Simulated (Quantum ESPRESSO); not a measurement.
## Band-structure run, with input and output: Gd (part 1 of 2)

Gd (Im-3m, 1 atom in the cell), computed with Kohn-Sham DFT of a periodic cell, PBEsol, SSSP 1.3 efficiency PBE, spin-polarised (Quantum ESPRESSO 7.5).

The structure derives from an entry of the Crystallography Open Database.

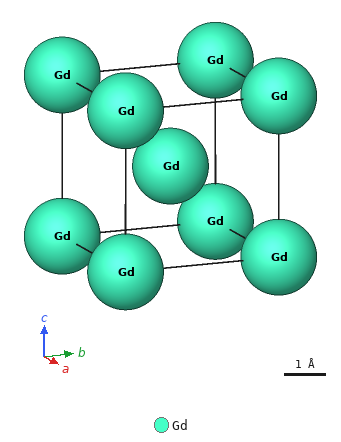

*The structure (spheres-only view of the cell 2 times as large as that of the calculation, set on its symmetry axes, seen slightly off an axis). An atom can appear more than once, as a periodic image.*

**Results in brief**

| quantity | value |
| --- | --- |
| outcome | converged |
| space group (tolerance 0.01 Å) | Im-3m (229) |
| electrons treated | 18 |
| free energy | −9202.5514 eV |
| Fermi energy | 12.075 eV |
| gap on the k-point mesh | none (metallic) |
| net moment of the cell | 7.64 μB |
| integrated absolute moment | 7.64 μB |
| pressure | −2.45 GPa |
| largest force (length of the vector) | under 0.001 eV/Å |
| hardware | 2 threads of Intel Xeon (Sapphire Rapids), 64 GiB of memory available, shared host |
| wall time | 62 s (CPU time 2.1 min) |
| peak memory | 0.48 GiB |

**Remarks**

Further notes kept with the run: potentials made for another functional. Points of doubt noted for this run: potentials made for another functional.

**Input file**
```
&CONTROL
  calculation = 'scf'
  prefix = 'pwscf'
  outdir = './tmp'
  pseudo_dir = './pseudo'
  tprnfor = .true.
  tstress = .true.
  disk_io = 'low'
/
&SYSTEM
  ibrav = 0
  nat = 1
  ntyp = 1
  ecutwfc = 55
  ecutrho = 440
  nbnd = 18
  input_dft = 'pbesol'
  occupations = 'smearing'
  smearing = 'fd'
  degauss = 0.00367493
  nspin = 2
  starting_magnetization(1) = 0.3889
/
&ELECTRONS
  conv_thr = 2d-10
  electron_maxstep = 120
  mixing_beta = 0.3
/
ATOMIC_SPECIES
Gd   157.2500 Gd.paw.z_18.atompaw.wentzcovitch.v1.2.upf
CELL_PARAMETERS angstrom
  -2.0250000000    2.0250000000    2.0250000000
   2.0250000000   -2.0250000000    2.0250000000
   2.0250000000    2.0250000000   -2.0250000000
ATOMIC_POSITIONS crystal
Gd     0.0000000000    0.0000000000    0.0000000000
K_POINTS automatic
9 9 9 0 0 0
```

**File bands.in**
```
&CONTROL
  calculation = 'bands'
  prefix = 'pwscf'
  outdir = './tmp'
  pseudo_dir = './pseudo'
  disk_io = 'low'
  verbosity = 'high'
/
&SYSTEM
  ibrav = 0
  nat = 1
  ntyp = 1
  ecutwfc = 55
  ecutrho = 440
  nbnd = 18
  input_dft = 'pbesol'
  occupations = 'smearing'
  smearing = 'fd'
  degauss = 0.00367493
  nspin = 2
  starting_magnetization(1) = 0.3889
/
&ELECTRONS
  conv_thr = 1d-08
  electron_maxstep = 120
  mixing_beta = 0.3
  diago_full_acc = .true.
  startingwfc = 'random'
/
ATOMIC_SPECIES
Gd   157.2500 Gd.paw.z_18.atompaw.wentzcovitch.v1.2.upf
CELL_PARAMETERS angstrom
  -2.0250000000    2.0250000000    2.0250000000
   2.0250000000   -2.0250000000    2.0250000000
   2.0250000000    2.0250000000   -2.0250000000
ATOMIC_POSITIONS crystal
Gd     0.0000000000    0.0000000000    0.0000000000
K_POINTS crystal
60
 0.0000000000  0.0000000000  0.0000000000 1
 0.0416666667 -0.0416666667  0.0416666667 1
 0.0833333333 -0.0833333333  0.0833333333 1
 0.1250000000 -0.1250000000  0.1250000000 1
 0.1666666667 -0.1666666667  0.1666666667 1
 0.2083333333 -0.2083333333  0.2083333333 1
 0.2500000000 -0.2500000000  0.2500000000 1
 0.2916666667 -0.2916666667  0.2916666667 1
 0.3333333333 -0.3333333333  0.3333333333 1
 0.3750000000 -0.3750000000  0.3750000000 1
 0.4166666667 -0.4166666667  0.4166666667 1
 0.4583333333 -0.4583333333  0.4583333333 1
 0.5000000000 -0.5000000000  0.5000000000 1
 0.4375000000 -0.4375000000  0.5000000000 1
 0.3750000000 -0.3750000000  0.5000000000 1
 0.3125000000 -0.3125000000  0.5000000000 1
 0.2500000000 -0.2500000000  0.5000000000 1
 0.1875000000 -0.1875000000  0.5000000000 1
 0.1250000000 -0.1250000000  0.5000000000 1
 0.0625000000 -0.0625000000  0.5000000000 1
 0.0000000000  0.0000000000  0.5000000000 1
 0.0000000000  0.0000000000  0.4444444444 1
 0.0000000000  0.0000000000  0.3888888889 1
 0.0000000000  0.0000000000  0.3333333333 1
 0.0000000000  0.0000000000  0.2777777778 1
 0.0000000000  0.0000000000  0.2222222222 1
 0.0000000000  0.0000000000  0.1666666667 1
 0.0000000000  0.0000000000  0.1111111111 1
 0.0000000000  0.0000000000  0.0555555556 1
 0.0000000000  0.0000000000  0.0000000000 1
 0.0227272727  0.0227272727  0.0227272727 1
 0.0454545455  0.0454545455  0.0454545455 1
 0.0681818182  0.0681818182  0.0681818182 1
 0.0909090909  0.0909090909  0.0909090909 1
 0.1136363636  0.1136363636  0.1136363636 1
 0.1363636364  0.1363636364  0.1363636364 1
 0.1590909091  0.1590909091  0.1590909091 1
 0.1818181818  0.1818181818  0.1818181818 1
 0.2045454545  0.2045454545  0.2045454545 1
 0.2272727273  0.2272727273  0.2272727273 1
 0.2500000000  0.2500000000  0.2500000000 1
 0.2708333333  0.1875000000  0.2708333333 1
 0.2916666667  0.1250000000  0.2916666667 1
 0.3125000000  0.0625000000  0.3125000000 1
 0.3333333333  0.0000000000  0.3333333333 1
 0.3541666667 -0.0625000000  0.3541666667 1
 0.3750000000 -0.1250000000  0.3750000000 1
 0.3958333333 -0.1875000000  0.3958333333 1
 0.4166666667 -0.2500000000  0.4166666667 1
 0.4375000000 -0.3125000000  0.4375000000 1
 0.4583333333 -0.3750000000  0.4583333333 1
 0.4791666667 -0.4375000000  0.4791666667 1
 0.5000000000 -0.5000000000  0.5000000000 1
 0.2500000000  0.2500000000  0.2500000000 1
 0.2083333333  0.2083333333  0.2916666667 1
 0.1666666667  0.1666666667  0.3333333333 1
 0.1250000000  0.1250000000  0.3750000000 1
 0.0833333333  0.0833333333  0.4166666667 1
 0.0416666667  0.0416666667  0.4583333333 1
 0.0000000000  0.0000000000  0.5000000000 1
```

Run as:
```bash
OMP_NUM_THREADS=1 mpirun -n 2 pw.x -nk 2 -in pw.in > pw.out
OMP_NUM_THREADS=1 mpirun -n 2 pw.x -nk 2 -in bands.in > bands.out
```

**What the program printed**
```
This program is part of the open-source Quantum ESPRESSO suite
     for quantum simulation of materials; please cite
         "P. Giannozzi et al., J. Phys.:Condens. Matter 21 395502 (2009);
         "P. Giannozzi et al., J. Phys.:Condens. Matter 29 465901 (2017);
         "P. Giannozzi et al., J. Chem. Phys. 152 154105 (2020);
          URL
     in publications or presentations arising from this work. More details at

     file Gd.paw.z_18.atompaw.wentzcovitch.v1.2.upf: wavefunction(s)  6S 0P 5D 0D 4F 0F renormalized

     IMPORTANT: XC functional enforced from input :
     Exchange-correlation= PBESOL
                           (   1   4  10   8   0   0   0)
     Any further DFT definition will be discarded
     Please, verify this is what you really want

     Message from routine setup:
     using ibrav=0 with symmetry is DISCOURAGED, use correct ibrav instead

     K-points division:     npool     =       2
     Subspace diagonalization in iterative solution of the eigenvalue problem:
     a serial algorithm will be used

     G-vector sticks info
     --------------------
     sticks:   dense  smooth     PW     G-vecs:    dense   smooth      PW
     Sum        1457     727    221                34905    12479    2123

     Using Slab Decomposition

     bravais-lattice index     =            0
     lattice parameter (alat)  =       6.6280  a.u.
     unit-cell volume          =     224.1464 (a.u.)^3
     number of atoms/cell      =            1
     number of atomic types    =            1
     number of electrons       =        18.00
     number of Kohn-Sham states=           18
     kinetic-energy cutoff     =      55.0000  Ry
     charge density cutoff     =     440.0000  Ry
     scf convergence threshold =      2.0E-10
     mixing beta               =       0.3000
     number of iterations used =            8  plain     mixing
     Exchange-correlation= PBESOL
                           (   1   4  10   8   0   0   0)

     celldm(1)=   6.628031  celldm(2)=   0.000000  celldm(3)=   0.000000
     celldm(4)=   0.000000  celldm(5)=   0.000000  celldm(6)=   0.000000

     crystal axes: (cart. coord. in units of alat)
               a(1) = (  -0.577350   0.577350   0.577350 )
               a(2) = (   0.577350  -0.577350   0.577350 )
               a(3) = (   0.577350   0.577350  -0.577350 )

     reciprocal axes: (cart. coord. in units 2 pi/alat)
               b(1) = ( -0.000000  0.866025  0.866025 )
               b(2) = (  0.866025 -0.000000  0.866025 )
               b(3) = (  0.866025  0.866025  0.000000 )

     PseudoPot. # 1 for Gd read from file:
     Gd.paw.z_18.atompaw.wentzcovitch.v1.2.upf
     Pseudo is Projector augmented-wave + core cor, Zval = 18.0
     Generated using ATOMPAW code
     Shape of augmentation charge: BESSEL
     Using radial grid of 1110 points,  8 beta functions with:
                l(1) =   0
                l(2) =   0
                l(3) =   1
                l(4) =   1
                l(5) =   2
                l(6) =   2
                l(7) =   3
                l(8) =   3
     Q(r) pseudized with 0 coefficients

     atomic species   valence    mass     pseudopotential
     Gd               18.00   157.25000     Gd( 1.00)

     Starting magnetic structure
     atomic species   magnetization
     Gd              0.389

     48 Sym. Ops., with inversion, found

   Cartesian axes

     site n.     atom                  positions (alat units)
         1        Gd     tau(   1) = (   0.0000000   0.0000000   0.0000000  )

     number of k points=    35  Fermi-Dirac smearing, width (Ry)=  0.0037
                       cart. coord. in units 2pi/alat
        k(    1) = (   0.0000000   0.0000000   0.0000000), wk =   0.0013717
        k(    2) = (   0.0962250   0.0962250   0.0000000), wk =   0.0164609
        k(    3) = (   0.1924501   0.1924501   0.0000000), wk =   0.0164609
        k(    4) = (   0.2886751   0.2886751   0.0000000), wk =   0.0164609
        k(    5) = (   0.3849002   0.3849002   0.0000000), wk =   0.0164609
        k(    6) = (   0.1924501   0.0962250   0.0962250), wk =   0.0329218
        k(    7) = (   0.2886751   0.1924501   0.0962250), wk =   0.0658436
        k(    8) = (   0.3849002   0.2886751   0.0962250), wk =   0.0658436
        k(    9) = (   0.4811252   0.3849002   0.0962250), wk =   0.0329218
        k(   10) = (   0.3849002   0.1924501   0.1924501), wk =   0.0329218
        k(   11) = (   0.4811252   0.2886751   0.1924501), wk =   0.0658436
        k(   12) = (   0.5773503   0.2886751   0.2886751), wk =   0.0109739
        k(   13) = (   0.1924501   0.1924501   0.1924501), wk =   0.0109739
        k(   14) = (   0.2886751   0.2886751   0.1924501), wk =   0.0329218
        k(   15) = (   0.3849002   0.3849002   0.1924501), wk =   0.0329218
        k(   16) = (  -0.0000000  -0.0000000   0.1924501), wk =   0.0082305
        k(   17) = (   0.3849002   0.2886751   0.2886751), wk =   0.0329218
        k(   18) = (   0.4811252   0.3849002   0.2886751), wk =   0.0329218
        k(   19) = (   0.0000000  -0.0962250   0.2886751), wk =   0.0329218
        k(   20) = (  -0.0000000  -0.1924501   0.3849002), wk =   0.0329218
        k(   21) = (   0.0962250  -0.0962250   0.3849002), wk =   0.0329218
        k(   22) = (   0.0000000  -0.2886751   0.4811252), wk =   0.0329218
        k(   23) = (   0.0962250  -0.1924501   0.4811252), wk =   0.0658436
        k(   24) = (  -0.7698004  -0.2886751  -0.2886751), wk =   0.0329218
        k(   25) = (  -0.6735753  -0.1924501  -0.2886751), wk =   0.0329218
        k(   26) = (   0.3849002   0.3849002   0.3849002), wk =   0.0109739
        k(   27) = (   0.0000000   0.0000000   0.3849002), wk =   0.0082305
        k(   28) = (  -0.0000000  -0.0962250   0.4811252), wk =   0.0329218
        k(   29) = (   0.0000000  -0.1924501   0.5773503), wk =   0.0329218
        k(   30) = (   0.0962250  -0.0962250   0.5773503), wk =   0.0329218
        k(   31) = (  -0.7698004  -0.1924501  -0.1924501), wk =   0.0329218
        k(   32) = (  -0.0000000  -0.0000000   0.5773503), wk =   0.0082305
        k(   33) = (   0.0000000  -0.0962250   0.6735753), wk =   0.0329218
        k(   34) = (  -0.7698004  -0.0962250  -0.0962250), wk =   0.0109739
        k(   35) = (   0.0000000   0.0000000   0.7698004), wk =   0.0082305

     Dense  grid:    34905 G-vectors     FFT dimensions: (  45,  45,  45)

     Smooth grid:    12479 G-vectors     FFT dimensions: (  32,  32,  32)

     Generating pointlists ...
     new r_m :   0.4125 (alat units)  2.7341 (a.u.) for type    1

     Initial potential from superposition of free atoms

     starting charge      17.9948, renormalised to      18.0000
     Starting wfcs are   32 randomized atomic wfcs
     Checking if some PAW data can be deallocated...

     Self-consistent Calculation

     iteration #  1     ecut=    55.00 Ry     beta= 0.30
     Davidson diagonalization with overlap
     ethr =  1.00E-02,  avg # of iterations =  5.2

     total energy              =    -675.75157298 Ry
     estimated scf accuracy    <       0.79874793 Ry

     total magnetization       =     6.26 Bohr mag/cell
     absolute magnetization    =     6.26 Bohr mag/cell

     iteration #  2     ecut=    55.00 Ry     beta= 0.30
     Davidson diagonalization with overlap
     ethr =  4.44E-03,  avg # of iterations =  2.3

     total energy              =    -675.61413503 Ry
     estimated scf accuracy    <       5.16523300 Ry

     total magnetization       =     5.17 Bohr mag/cell
     absolute magnetization    =     5.17 Bohr mag/cell

     iteration #  3     ecut=    55.00 Ry     beta= 0.30
     Davidson diagonalization with overlap
     ethr =  4.44E-03,  avg # of iterations =  1.7

     total energy              =    -676.24453519 Ry
     estimated scf accuracy    <       0.22396355 Ry

     total magnetization       =     8.03 Bohr mag/cell
     absolute magnetization    =     8.03 Bohr mag/cell

     iteration #  4     ecut=    55.00 Ry     beta= 0.30
     Davidson diagonalization with overlap
     ethr =  1.24E-03,  avg # of iterations =  1.1

     total energy              =    -676.31458331 Ry
     estimated scf accuracy    <       0.27450764 Ry

     total magnetization       =     8.04 Bohr mag/cell
     absolute magnetization    =     8.04 Bohr mag/cell

     iteration #  5     ecut=    55.00 Ry     beta= 0.30
     Davidson diagonalization with overlap
     ethr =  1.24E-03,  avg # of iterations =  1.7

     total energy              =    -676.33705376 Ry
     estimated scf accuracy    <       0.55256868 Ry

     total magnetization       =     6.39 Bohr mag/cell
     absolute magnetization    =     6.39 Bohr mag/cell

     iteration #  6     ecut=    55.00 Ry     beta= 0.30
     Davidson diagonalization with overlap
     ethr =  1.24E-03,  avg # of iterations =  1.1

     total energy              =    -676.37604205 Ry
     estimated scf accuracy    <       0.00238218 Ry

     total magnetization       =     7.66 Bohr mag/cell
     absolute magnetization    =     7.66 Bohr mag/cell

     iteration #  7     ecut=    55.00 Ry     beta= 0.30
     Davidson diagonalization with overlap
     ethr =  1.32E-05,  avg # of iterations =  3.3

     total energy              =    -676.37466772 Ry
     estimated scf accuracy    <       0.01197710 Ry

     total magnetization       =     7.56 Bohr mag/cell
     absolute magnetization    =     7.56 Bohr mag/cell

     iteration #  8     ecut=    55.00 Ry     beta= 0.30
     Davidson diagonalization with overlap
     ethr =  1.32E-05,  avg # of iterations =  1.5

     total energy              =    -676.37509761 Ry
     estimated scf accuracy    <       0.00420967 Ry

     total magnetization       =     7.61 Bohr mag/cell
     absolute magnetization    =     7.61 Bohr mag/cell

     iteration #  9     ecut=    55.00 Ry     beta= 0.30
     Davidson diagonalization with overlap
     ethr =  1.32E-05,  avg # of iterations =  1.1

     total energy              =    -676.37477570 Ry
     estimated scf accuracy    <       0.00158446 Ry

     total magnetization       =     7.63 Bohr mag/cell
     absolute magnetization    =     7.63 Bohr mag/cell

     iteration # 10     ecut=    55.00 Ry     beta= 0.30
     Davidson diagonalization with overlap
     ethr =  8.80E-06,  avg # of iterations =  1.8

     total energy              =    -676.37504496 Ry
     estimated scf accuracy    <       0.00003374 Ry

     total magnetization       =     7.64 Bohr mag/cell
     absolute magnetization    =     7.64 Bohr mag/cell

     iteration # 11     ecut=    55.00 Ry     beta= 0.30
     Davidson diagonalization with overlap
     ethr =  1.87E-07,  avg # of iterations =  2.4

     total energy              =    -676.37505378 Ry
     estimated scf accuracy    <       0.00002437 Ry

     total magnetization       =     7.64 Bohr mag/cell
     absolute magnetization    =     7.64 Bohr mag/cell

     iteration # 12     ecut=    55.00 Ry     beta= 0.30
     Davidson diagonalization with overlap
     ethr =  1.35E-07,  avg # of iterations =  1.2

     total energy              =    -676.37505585 Ry
     estimated scf accuracy    <       0.00001739 Ry

     total magnetization       =     7.63 Bohr mag/cell
     absolute magnetization    =     7.63 Bohr mag/cell

     iteration # 13     ecut=    55.00 Ry     beta= 0.30
     Davidson diagonalization with overlap
     ethr =  9.66E-08,  avg # of iterations =  1.0

     total energy              =    -676.37505389 Ry
     estimated scf accuracy    <       0.00001069 Ry

     total magnetization       =     7.63 Bohr mag/cell
     absolute magnetization    =     7.63 Bohr mag/cell

     iteration # 14     ecut=    55.00 Ry     beta= 0.30
     Davidson diagonalization with overlap
     ethr =  5.94E-08,  avg # of iterations =  1.0

     total energy              =    -676.37505266 Ry
     estimated scf accuracy    <       0.00000339 Ry

     total magnetization       =     7.63 Bohr mag/cell
     absolute magnetization    =     7.63 Bohr mag/cell

     iteration # 15     ecut=    55.00 Ry     beta= 0.30
     Davidson diagonalization with overlap
     ethr =  1.88E-08,  avg # of iterations =  1.7

     total energy              =    -676.37505358 Ry
     estimated scf accuracy    <       0.00000007 Ry

     total magnetization       =     7.64 Bohr mag/cell
     absolute magnetization    =     7.64 Bohr mag/cell

     iteration # 16     ecut=    55.00 Ry     beta= 0.30
     Davidson diagonalization with overlap
     ethr =  3.66E-10,  avg # of iterations =  2.8

     total energy              =    -676.37505355 Ry
     estimated scf accuracy    <       0.00000011 Ry

     total magnetization       =     7.64 Bohr mag/cell
     absolute magnetization    =     7.64 Bohr mag/cell

     iteration # 17     ecut=    55.00 Ry     beta= 0.30
     Davidson diagonalization with overlap
     ethr =  3.66E-10,  avg # of iterations =  1.7

     total energy              =    -676.37505358 Ry
     estimated scf accuracy    <          2.4E-09 Ry

     total magnetization       =     7.64 Bohr mag/cell
     absolute magnetization    =     7.64 Bohr mag/cell

     iteration # 18     ecut=    55.00 Ry     beta= 0.30
     Davidson diagonalization with overlap
     ethr =  1.33E-11,  avg # of iterations =  2.0

     total energy              =    -676.37505358 Ry
     estimated scf accuracy    <          2.1E-09 Ry

     total magnetization       =     7.64 Bohr mag/cell
     absolute magnetization    =     7.64 Bohr mag/cell

     iteration # 19     ecut=    55.00 Ry     beta= 0.30
     Davidson diagonalization with overlap
     ethr =  1.14E-11,  avg # of iterations =  1.3

     Magnetic moment per site  (integrated on atomic sphere of radius R)
     atom   1 (R=0.412)  charge= 16.4032  magn=  7.3492

     End of self-consistent calculation

 ------ SPIN UP ------------

          k = 0.0000 0.0000 0.0000 (  1505 PWs)   bands (ev):

   -33.2637 -10.2924 -10.2924 -10.2924   6.9924   7.3503   7.3503   7.3503
     7.4813   7.4813   7.4813   7.5124  13.3145  13.3145  13.3145  15.5470
    15.5470  22.5533

          k = 0.0962 0.0962 0.0000 (  1521 PWs)   bands (ev):

   -33.2560 -10.3788 -10.3194 -10.2928   7.3386   7.3547   7.3590   7.3608
     7.4711   7.4751   7.4771   7.4998  13.0821  13.2137  13.6830  15.2309
    15.5570  22.8484
```
